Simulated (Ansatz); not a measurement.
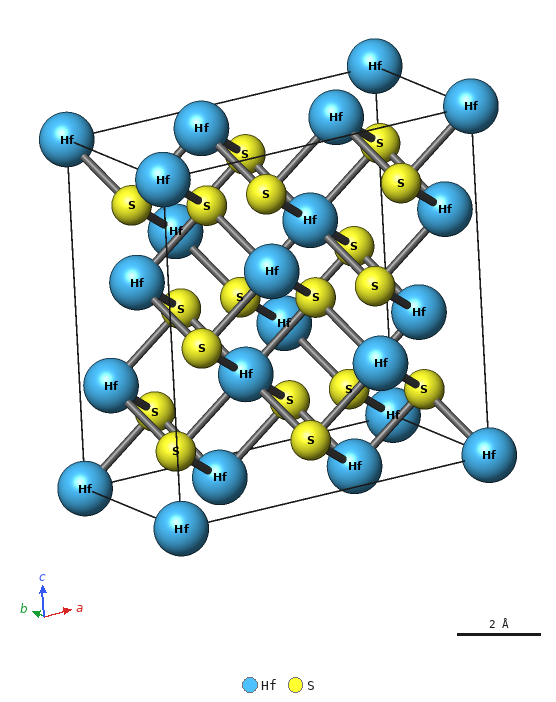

Fig. 1: The input geometry (ball-and-stick view of the cell of the calculation, seen slightly off an axis). An atom can appear more than once, as a periodic image.

## Single-point calculation of HfS₂

The run: single-point calculation of HfS₂ (P-3m1, 27 atoms in the cell). Method and program: DFT, PBE, dispersion d3bj, plane waves, PAW, Ueff = 3 eV on Hf d, no spin polarisation (Ansatz 0.2.0).

The structure derives from a Materials Project entry.

**The program's output**
```
Hf: projections on atomic orbitals take those of the free atom [Kr 4d10] 4f14 5s2 5p6 5d2 6s2, of charge +0.00 (hamiltonian.pseudopotentials.projection_atoms); the dataset's partial waves leave at most 4.9e-5 of an orbital's norm unspanned inside its sphere
S: projections on atomic orbitals take those of the free atom [Ne] 3s2 3p4, of charge +0.00 (hamiltonian.pseudopotentials.projection_atoms); the dataset's partial waves leave at most 1.6e-7 of an orbital's norm unspanned inside its sphere
Engine: ansatz 0.2.0, x86_64-unknown-linux-gnu
Pseudopotentials: kind: paw
Pseudopotential: Hf, paw, valence charge 26, recommended cutoff 420 eV (normal), Hf.paw.azcp
Pseudopotential: S, paw, valence charge 6, recommended cutoff 420 eV (normal), S.paw.azcp
Functional definition: PBE
  parameter kappa = 0.804
  parameter beta = 0.06672455060314922
  exchange = pbe_x(kappa = kappa, mu = beta*pi^2/3)
  correlation = pbe_c(beta = beta)
Crystal: 27 atoms, lattice volume = 584.785 Å³
Basis set: ecut = 420 eV, 11377 PW (Γ), exchange–correlation on 120×120×120 points (8 copies of the dense FFT grid, shifted against one another)
Bands: 206, of which v1, the nominal top of the filled ones, is band 171 counted from 1 (170 counted from 0)
Symmetry: 108 space group operations
Space group: P-3m1 (ITA 164), of the structure as read, at distance tolerance 8.4e-5 Å
k-points: 1
Non-local potential: Hf, projectors of the file, l = 0: 3, l = 1: 2, l = 2: 2, l = 3: 3
Non-local potential: S, projectors of the file, l = 0: 2, l = 1: 2, l = 2: 2
PAW form: soft (Blöchl's): semilocal exchange-correlation on the pseudo side does not see the compensation charge
PAW one-centre angular grid: Hf, 590 points (default); XC on 64 Gauss nodes
PAW one-centre angular grid: S, 110 points (default); XC on 64 Gauss nodes
Initial density: superposition of atomic densities (chi_scale 0.1, normalization cell, long waves of neutral atoms under a Hubbard term (reshape's long-wave potential 0.07 eV rms, cloud 2.80 Å wide))
Initial wavefunctions: pseudopotential atomic-orbital guess
Functional: x = pbe(κ = 0.804, μ = 0.2195149727645171), c = pbe(β = 0.06672455060314922)
SCF iter   1: F=—  HF=-157791.558386 eV  |F-HF|=—  |Δ(HF+E_count)|=         —  Δρ=6.07e-2  dr2=6.69e1  ethr=3.10e-3  ⟨swp⟩=6.0  Hψ=662  notcnv=0  defer=14
preconditioner: auto → Resta (q_TF=auto, 2.495 Å⁻¹)  ε∞=5.3  [insulator: Δε(μ)=0.945 eV  Ē_g=12.119 eV  σ=0.010 eV  W_gap=1.00  n_scr=154 (ndim 8)  ℏωp=25.2 eV  f_vac=0.017  D(μ)=0.00/eV (n_scr^D=0)  ε∞_Penn≈5.3]
SCF iter   2: F=—  HF=-157780.322869 eV  |F-HF|=—  |Δ(HF+E_count)|=    1.12e1  Δρ=2.53e-2  dr2=5.67e0  ethr=3.10e-3  ⟨swp⟩=3.0  Hψ=370  notcnv=0  defer=27
SCF iter   3: F=—  HF=-157779.300936 eV  |F-HF|=—  |Δ(HF+E_count)|=    1.02e0  Δρ=1.32e-2  dr2=1.38e0  ethr=1.66e-3  ⟨swp⟩=2.0  Hψ=322  notcnv=0  defer=27
SCF iter   4: F=—  HF=-157779.215157 eV  |F-HF|=—  |Δ(HF+E_count)|=   8.58e-2  Δρ=6.06e-3  dr2=1.86e-1  ethr=4.04e-4  ⟨swp⟩=2.0  Hψ=358  notcnv=0  defer=27
SCF iter   5: F=—  HF=-157779.209674 eV  |F-HF|=—  |Δ(HF+E_count)|=   5.48e-3  Δρ=2.16e-3  dr2=2.37e-2  ethr=5.45e-5  ⟨swp⟩=2.0  Hψ=321  notcnv=0  defer=27
SCF iter   6: F=—  HF=-157779.224654 eV  |F-HF|=—  |Δ(HF+E_count)|=   1.50e-2  Δρ=4.48e-4  dr2=1.38e-3  ethr=6.94e-6  ⟨swp⟩=2.0  Hψ=322  notcnv=0  defer=27
SCF iter   7: F=—  HF=-157779.227289 eV  |F-HF|=—  |Δ(HF+E_count)|=   2.64e-3  Δρ=1.02e-4  dr2=9.57e-5  ethr=4.04e-7  ⟨swp⟩=2.0  Hψ=350  notcnv=0  defer=27
SCF iter   8: F=—  HF=-157779.227098 eV  |F-HF|=—  |Δ(HF+E_count)|=   1.92e-4  Δρ=3.04e-5  dr2=5.48e-6  ethr=2.80e-8  ⟨swp⟩=2.0  Hψ=376  notcnv=0  defer=27
SCF iter   9: F=—  HF=-157779.227107 eV  |F-HF|=—  |Δ(HF+E_count)|=   9.30e-6  Δρ=1.00e-5  dr2=7.87e-7  ethr=1.60e-9  ⟨swp⟩=2.0  Hψ=350  notcnv=0  defer=27
SCF iter  10: F=—  HF=-157779.227109 eV  |F-HF|=—  |Δ(HF+E_count)|=   1.46e-6  Δρ=3.06e-6  dr2=9.22e-8  ethr=2.92e-11  ⟨swp⟩=10.0  Hψ=1166  notcnv=0
SCF iter  11: F=-157779.227109 eV  HF=-157779.227109 eV  |F-HF|=8.67e-9  |Δ(HF+E_count)|=   7.95e-8  Δρ=1.20e-6  dr2=1.94e-8  ethr=2.70e-11  ⟨swp⟩=4.0  Hψ=684  notcnv=0
SCF 1 converged in 11 iterations: F = -157779.227109 eV  dr2 = 1.94e-8
  greatest PAW one-centre occupation: 0.999 electrons in one spin orbital (limit 2), on the Hf atom at site 8 (counted from 0), in its partial waves of l = 0
```

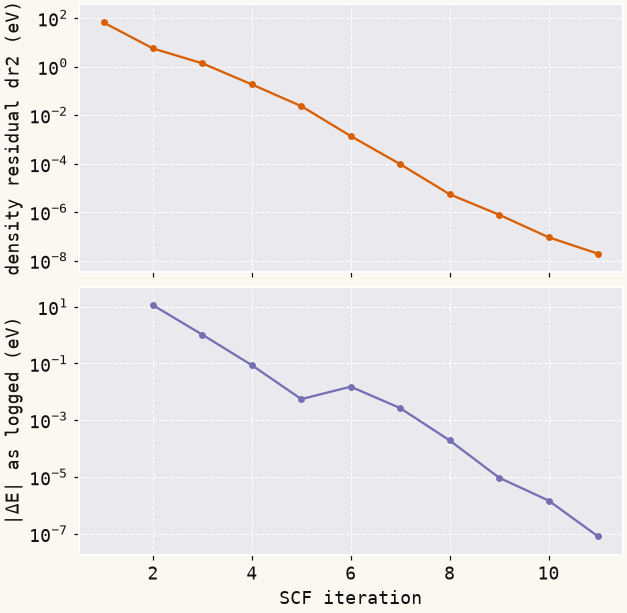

Fig. 2: Convergence of the self-consistent field: density residual dr2 and size of the energy change against the SCF iteration. The residual falls at every step.

```
SCF converged after 11 iterations
Free energy (F): -157779.227109 eV
Harris-Foulkes:  -157779.227109 eV  (|F-HF|=8.67e-9)
Internal energy: -157779.227109 eV  (E = F + TS)
E sigma→0 (E₀):  -157779.227109 eV
Fermi energy:    10.177671 eV
--- Per-component energies (eV) ---
  E_band       = -1710.615036
  E_kinetic    = 5727.657771
  E_local      = -72154.687405  (includes V_loc(G=0)·N_el)
  E_nonlocal   = -10681.463684
  E_hartree    = 33319.542439
  E_xc         = -4452.543366
  E_vxc        = -3974.656511  (∫ρ·V_xc dr)
  E_hubbard    = -1.410874  (on-site DFT+U / exact-exchange correction)
  E_vhub       = -2.821742  (the Hubbard potential's part of the band-sum identity)
  E_paw        = -73147.421280  (= ΣΔE_a)
  E_vpaw       = 12736.246496  (= ΣTr[D̂ρ^β])
  E_aug_tail   = 0.000017  (compensation charges beyond the density's cutoff)
  E_ewald      = -36379.701452
  E_disp       = -9.199273  (pairwise vdW)
  E_smearing   = -0.000000  (= −TS)
  E_closure    = -0.000000  (closes the sum)
  Σ components = -157779.227109   (vs F -157779.227109, Δ=0.00e0)
DFT+U double counting: amf (around mean field; hamiltonian.hubbard.double_counting)
--- Forces (eV/Å), atoms counted from 1 ---
  atom   1  Hf    -0.00000000    -0.00000000     0.00000000
  atom   2  Hf    -0.00000000     0.00000000    -0.00000000
  atom   3  Hf     0.00000000    -0.00000000     0.00000000
  atom   4  Hf    -0.00000000    -0.00000000    -0.00000000
  atom   5  Hf     0.00000000    -0.00000000     0.00000000
  atom   6  Hf    -0.00000000     0.00000000    -0.00000000
  atom   7  Hf     0.00000000    -0.00000000    -0.00000000
  atom   8  Hf    -0.00000000    -0.00000000    -0.00000000
  atom   9  Hf    -0.00000000     0.00000000     0.00000000
  atom  10  S      0.00000000    -0.00000000     0.22773745
  atom  11  S      0.00000000     0.00000000     0.22773745
  atom  12  S      0.00000000    -0.00000000     0.22773745
  atom  13  S      0.00000000    -0.00000000     0.22773745
  atom  14  S      0.00000000     0.00000000     0.22773745
  atom  15  S      0.00000000    -0.00000000     0.22773745
  atom  16  S      0.00000000     0.00000000     0.22773745
  atom  17  S      0.00000000    -0.00000000     0.22773745
  atom  18  S      0.00000000     0.00000000     0.22773745
  atom  19  S     -0.00000000     0.00000000    -0.22773745
  atom  20  S     -0.00000000    -0.00000000    -0.22773745
  atom  21  S     -0.00000000    -0.00000000    -0.22773745
  atom  22  S     -0.00000000    -0.00000000    -0.22773745
  atom  23  S     -0.00000000    -0.00000000    -0.22773745
  atom  24  S     -0.00000000    -0.00000000    -0.22773745
  atom  25  S     -0.00000000     0.00000000    -0.22773745
  atom  26  S     -0.00000000    -0.00000000    -0.22773745
  atom  27  S     -0.00000000     0.00000000    -0.22773745
  max |Σ_I F_I| component: 1.22e-15 eV/Å
--- Stress (GPa, compression-positive) ---
        3.115715      -0.000000       0.000000
        0.000000       3.115715       0.000000
        0.000000      -0.000000      -0.661573
  P = ⅓ Tr σ = 1.8566 GPa (18.566 kbar)
--- Band table (eV) ---
  k-point 0: bands = ["-52.4691", "-52.4655", "-52.4655", "-52.4655", "-52.4655", "-52.4655", "-52.4655", "-52.4622", "-52.4622", "-21.2047", "-21.1856", "-21.1856", "-21.1856", "-21.1856", "-21.1856", "-21.1856", "-21.1715", "-21.1715", "-21.1715", "-21.1715", "-21.1715", "-21.1715", "-21.1713", "-21.1713", "-21.1713", "-21.1713", "-21.1584", "-21.1584", "-21.0627", "-21.0627", "-21.0627", "-21.0627", "-21.0627", "-21.0627", "-21.0271", "-21.0271", "-3.3153", "-2.7487", "-2.7487", "-2.7487",
      "-2.7487", "-2.7487", "-2.7487", "-2.6995", "-2.5202", "-2.5202", "-2.5202", "-2.5202", "-2.5202", "-2.5202", "-2.5091", "-2.5091", "-2.5091", "-2.5091", "-2.4274", "-2.4222", "-2.4222", "-2.4186", "-2.4186", "-2.4186", "-2.4186", "-2.4186", "-2.4186", "-2.4126", "-2.4126", "-2.4126", "-2.4126", "-2.4126", "-2.4126", "-2.4111", "-2.4111", "-2.4111", "-2.4111", "-2.4057", "-2.4057", "-2.4057", "-2.4057", "-2.4057", "-2.4057", "-2.4032",
      "-2.4032", "-2.3985", "-2.3985", "-2.3916", "-2.3916", "-2.3881", "-2.3881", "-2.3881", "-2.3881", "-2.3881", "-2.3881", "-2.3811", "-2.3811", "-2.3811", "-2.3811", "-2.3811", "-2.3811", "-2.3701", "-2.3701", "-2.3640", "-2.3083", "-2.3083", "-2.3083", "-2.3083", "-2.3083", "-2.3083", "-2.0231", "-1.9133", "-1.9133", "-1.9133", "-1.9133", "-1.8039", "-1.8039", "-1.8039", "-1.8039", "-1.8039", "-1.8039", "5.2532", "5.2532", "5.2532",
      "5.2532", "5.2532", "5.2532", "5.8117", "5.8117", "5.8117", "5.8117", "5.8605", "5.8605", "5.9835", "5.9835", "5.9835", "5.9835", "5.9835", "5.9835", "6.0510", "6.6988", "6.6988", "6.8697", "6.8697", "6.8697", "6.8697", "6.8697", "6.8697", "6.8983", "6.8983", "6.8983", "6.8983", "6.8983", "6.8983", "7.2368", "7.2368", "7.6121", "7.6735", "7.6735", "7.6735", "7.6735", "8.4852", "8.4852", "8.4852",
      "8.4852", "8.4852", "8.4852", "8.8742", "8.8742", "8.8742", "8.8742", "8.8742", "8.8742", "9.3679", "9.3679", "10.9875", "10.9875", "10.9875", "10.9875", "10.9875", "10.9875", "11.6510", "11.6510", "12.5408", "12.6081", "12.6081", "12.9864", "12.9864", "12.9864", "12.9864", "13.3101", "13.3101", "13.3101", "13.3101", "13.3101", "13.3101", "13.7438", "13.7438", "13.7438", "13.7438", "13.7438", "13.7438", "15.0022", "15.0022",
      "15.0022", "15.0022", "15.0022", "15.0022", "15.1181", "15.1181"]
Occupation matrices written to [file]
```

This output came from the following input.

**The input**
```yaml
crystal:
  lattice:
    - [5.408794247, -3.1227688145, -5.7703876582]
    - [-5.408794247, -3.1227688145, -5.7703876582]
    - [0.0, 6.245537629, -5.7703876582]
  atoms:
    - { symbol: Hf, position: [0.0, 0.6666666667, 0.3333333333] }
    - { symbol: Hf, position: [0.6666666667, 0.6666666667, 0.6666666667] }
    - { symbol: Hf, position: [0.3333333333, 0.3333333333, 0.3333333333] }
    - { symbol: Hf, position: [0.3333333333, 0.6666666667, 0.0] }
    - { symbol: Hf, position: [0.0, 0.3333333333, 0.6666666667] }
    - { symbol: Hf, position: [0.6666666667, 1.0, 0.3333333333] }
    - { symbol: Hf, position: [0.6666666667, 0.3333333333, 0.0] }
    - { symbol: Hf, position: [0.3333333333, 1.0, 0.6666666667] }
    - { symbol: Hf, position: [0.0, 1.0, 0.0] }
    - { symbol: S, position: [0.1952424506, 0.1952424506, 0.8619091172] }
    - { symbol: S, position: [0.8619091172, 0.1952424506, 0.1952424506] }
    - { symbol: S, position: [0.5285757839, 0.8619091172, 0.8619091172] }
    - { symbol: S, position: [0.5285757839, 0.1952424506, 0.5285757839] }
    - { symbol: S, position: [0.1952424506, 0.8619091172, 0.1952424506] }
    - { symbol: S, position: [0.8619091172, 0.5285757839, 0.8619091172] }
    - { symbol: S, position: [0.8619091172, 0.8619091172, 0.5285757839] }
    - { symbol: S, position: [0.5285757839, 0.5285757839, 0.1952424506] }
    - { symbol: S, position: [0.1952424506, 0.5285757839, 0.5285757839] }
    - { symbol: S, position: [0.1380908828, 0.4714242161, 0.1380908828] }
    - { symbol: S, position: [0.8047575494, 0.4714242161, 0.4714242161] }
    - { symbol: S, position: [0.4714242161, 0.1380908828, 0.1380908828] }
    - { symbol: S, position: [0.4714242161, 0.4714242161, 0.8047575494] }
    - { symbol: S, position: [0.1380908828, 0.1380908828, 0.4714242161] }
    - { symbol: S, position: [0.8047575494, 0.8047575494, 0.1380908828] }
    - { symbol: S, position: [0.8047575494, 0.1380908828, 0.8047575494] }
    - { symbol: S, position: [0.4714242161, 0.8047575494, 0.4714242161] }
    - { symbol: S, position: [0.1380908828, 0.8047575494, 0.8047575494] }
basis:
  xc_grid: 2
kpoints:
  mp_grid: { grid: [1, 1, 1], shift: [0.5, 0.5, 0.5] }
hamiltonian:
  xc: pbe
  dispersion: d3bj
  hubbard: { sites: [{ species: Hf, l: d, u_eff: 3.0 }], double_counting: amf }
scf:
  occupations: { method: gaussian, width: 0.01 }
output:
  forces: true
  eigenvalues: true
  stress: true
```

Command:
```bash
ansatz run input.yaml --threads 4 --pin off --max-ram 10240MiB --backend cpu --events-out ev --progress --plain --runs-dir out
```

**Results in brief**

| quantity | value |
| --- | --- |
| outcome | converged |
| space group (tolerance 0.01 Å) | P-3m1 (164) |
| electrons treated | 342 |
| free energy | −157779.2271 eV |
| Fermi energy | 10.178 eV |
| gap on the k-point mesh | 1.62 eV |
| pressure | 1.86 GPa |
| largest force (length of the vector) | 0.228 eV/Å |
| hardware | 4 threads of Intel Xeon (Granite Rapids), 192 GiB of memory available, shared host |
| wall time | 2.9 s (CPU time 9.5 s) |
| peak memory | 1 GiB |

**Remarks**

Settings chosen away from the usual ones: hamiltonian.hubbard set to {"sites": [{"species": "Hf", "l": "d", "u_eff": 3.0}], "double_counting": "amf"}; kpoints.mp_grid.grid set to [1, 1, 1] (from [2, 2, 2]); basis.ecutwfc removed. These settings are looser than, or depart from, a standard set-up, so the numbers are not reference values for this system. So coarse a mesh can miss the band edges, so the true gap of this method can be much smaller, or zero. Spin–orbit coupling is left out, which matters for Hf.
